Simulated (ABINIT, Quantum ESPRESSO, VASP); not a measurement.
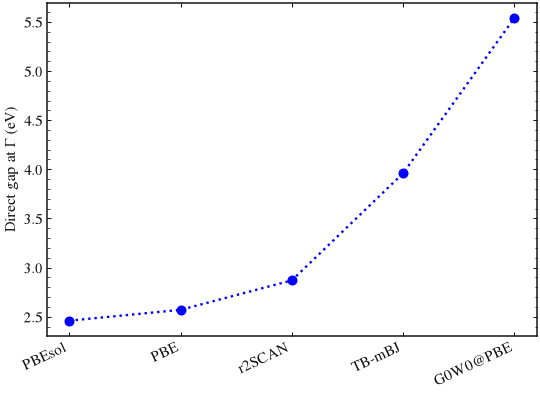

Direct gap at Γ, by several methods on one cell of Cl, space group Cmce (No. 64), 4 atoms in the primitive cell; a = 3.87 Å, b = 3.87 Å, c = 8.21 Å, α = 90.00°, β = 90.00°, γ = 71.16°. All runs are without spin-orbit coupling and carry no moments. The smallest gap is indirect or lies off these points.

Question: How do the methods rank at Γ?

Answer: From low to high: PBEsol 2.46, PBE 2.57, r2SCAN 2.87, TB-mBJ 3.96, G0W0@PBE 5.54 eV.

```csv
method,program,Γ (eV)
PBEsol,Quantum ESPRESSO,2.46
PBE,Quantum ESPRESSO,2.57
r2SCAN,Quantum ESPRESSO,2.87
TB-mBJ,ABINIT,3.96
G0W0@PBE,VASP,5.54
```

Settings. PBEsol: PseudoDojo 0.4.1 SR PBEsol standard, 7×7×4 k mesh, 789 eV cutoff, Fermi-Dirac smearing of 0.05 eV (Quantum ESPRESSO 7.5). PBE: SSSP 1.3 efficiency PBE, 7×7×4 k mesh, 748 eV cutoff, Fermi-Dirac smearing of 0.05 eV (Quantum ESPRESSO). r2SCAN: SG15 PBE 1.2, 7×7×4 k mesh, 789 eV cutoff, Fermi-Dirac smearing of 0.05 eV (Quantum ESPRESSO). TB-mBJ: JTH PAW LDA v2.0, 6×6×3 k mesh, 816 eV cutoff, Fermi-Dirac smearing of 0.05 eV (ABINIT 10.8.3 (patched build)). G0W0@PBE: PBE, VASP PAW PBE potentials, release 64 (Cl_GW), 4×4×2 k mesh, 500 eV cutoff, Gaussian smearing of 0.01 eV (VASP), G0W0 with GW iterations 1, cutoff of the response function 120 eV, frequency points 50 and empty bands 346.

These are five of the 9 methods that were run on this cell. The runs come from different programs and meshes, which adds differences of its own. LDA, GGA and most meta-GGA functionals understate gaps. r2SCAN: the potentials were made for another functional. r2SCAN: this potential file gives levels or pressures that part from those of other sets. TB-mBJ: the constant c of TB-mBJ comes from the pseudo density here, which moves gaps by up to 0.3 eV between sets of potentials. TB-mBJ: the PAW data sets were made with another functional. G0W0@PBE: the k mesh is coarse, so the values aren't converged. G0W0@PBE: bands, screening cutoff and mesh are small and nothing is extrapolated, so the quasiparticle values aren't converged. Over all k points computed the smallest gap is 2.39 eV in PBEsol, 2.51 eV in PBE (mesh alone), 2.80 eV in r2SCAN, 3.89 eV in TB-mBJ (mesh alone) and 5.41 eV in G0W0@PBE (mesh alone), and a mesh with an odd division can miss a smaller one. The GW values are at finite bands, cutoffs and mesh, short of the basis limit.
